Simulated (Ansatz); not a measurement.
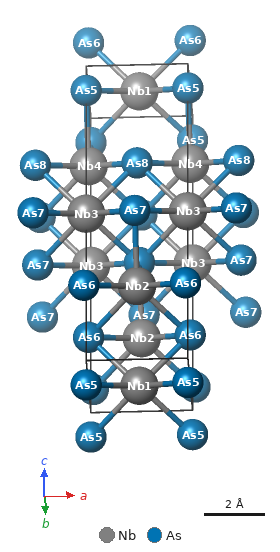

This is a crystal of NbAs (set up in I4_1md). A ball-and-stick model of the cell of the calculation, seen from a free direction.

Computed with Ansatz 0.2.0, DFT PBEsol, scalar-relativistic, plane waves, PAW. Settings: plane-wave cutoff 420 eV; k-point mesh 10 × 10 × 4; occupations gaussian; smearing width 0.1 eV; no spin polarisation.

The variant: Uniaxial strain along c, −4.0 %, is applied. The a and b axes and the atoms are relaxed.

What is the effect?

Answer. Energy change: +15.7 meV per atom. The pressure goes from 0.0 to 2.5 GPa. The principal stresses (compression positive) are 7.6 GPa along c and none across it. It is metallic before and after. The drawn cell changes as follows: a = b 3.439 → 3.478 Å (+1.1 %), c 11.593 → 11.129 Å (−4.0 %); the volume changes by −1.9 %. The largest moves relative to the cell, 0.018 Å, are those of 8 atoms (Nb1, Nb2, Nb3, Nb4 and others). As7 goes along +c. By element the largest moves are As 0.018 Å, Nb 0.018 Å. Some distances before and after: As–Nb 2.607 → 2.583 to 2.609 Å. The space group stays I4_1md (No. 109).

Drawn alike, the variant:

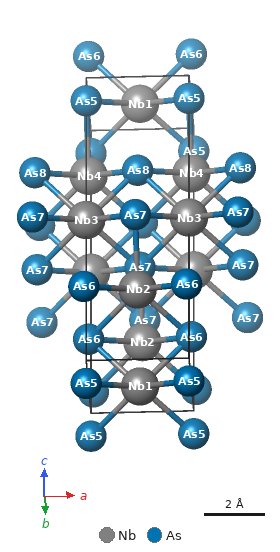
